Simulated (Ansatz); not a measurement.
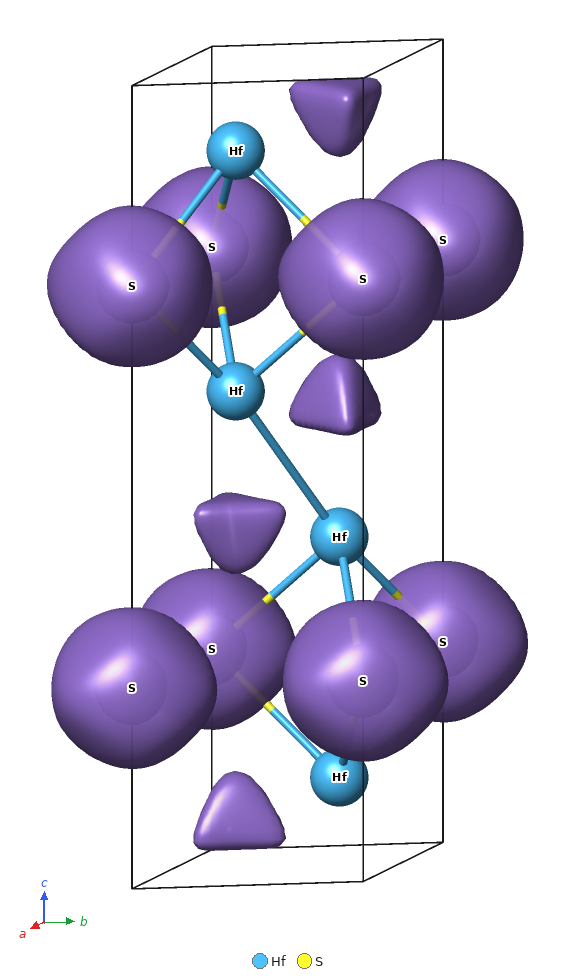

The picture shows: Hf$_{2}$S. Isosurface of the electron localisation function at 0.65 (purple), seen slightly off an axis. Only the valence region is drawn (cores and ρ < 0.01 e/Å³ removed). Sticks mark near contacts.

Space group P6₃/mmc; a structure from a database of computed crystals, not necessarily the ambient phase; computed pressure about −3 GPa in this cell.

Theory: Kohn-Sham DFT of a periodic cell, PBEsol, Ansatz PAW in Ansatz.

**Identify the bonds, lone pairs and shells in this picture.**

The surface consists of two regions wrapped around S (the valence shell of each) and four pockets between the atoms, centred on no nucleus (multi-centre or interstitial), counted in one cell of 6 atoms. Any copies at cell faces, edges or corners count once. Along the contacts the grid gives the following. Hf–S (2.62 Å): the ELF peaks at about 0.85 in the valence shell of S, 0.8 Å from its nucleus, and is about 0.30 at the midpoint; no shared electron pair shows on this line. Hf–Hf (3.05 Å): the ELF is about 0.25 at the midpoint (no localised pair shows between them).
